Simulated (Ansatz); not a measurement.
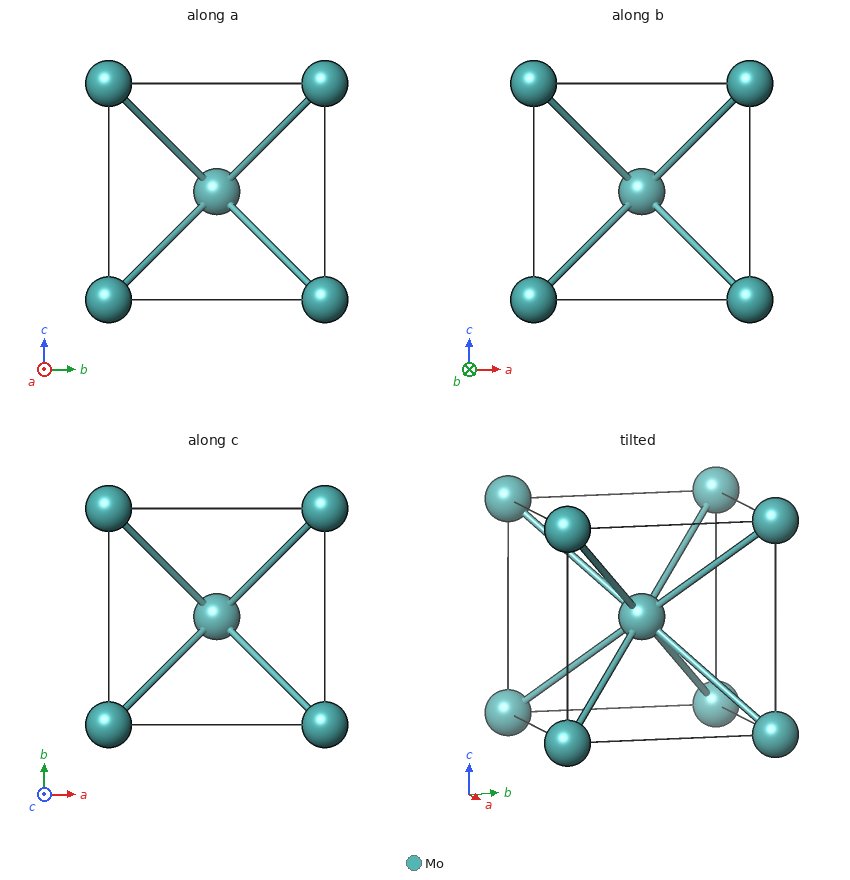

Ball-and-stick representation of a periodic structure, projected along the a axis, along the b axis, along the c axis and slightly off an axis. The parallelepiped is the conventional unit cell.

Lattice parameters: a = 3.161 Å, b = 3.161 Å, c = 3.161 Å, α = 90.00°, β = 90.00°, γ = 90.00°.

Convert the drawing into a table of Wyckoff sites.

Space group Im-3m (No. 229).
| atom | site | x | y | z |
| --- | --- | --- | --- | --- |
| Mo | 2a | 0.0000 | 0.0000 | 0.0000 |

The structure was taken from a structure type filled with this element by a generator (whether the element takes this form wasn't checked). The geometry was optimised with Ansatz 0.2.0, DFT PBE, scalar-relativistic, plane waves, PAW.
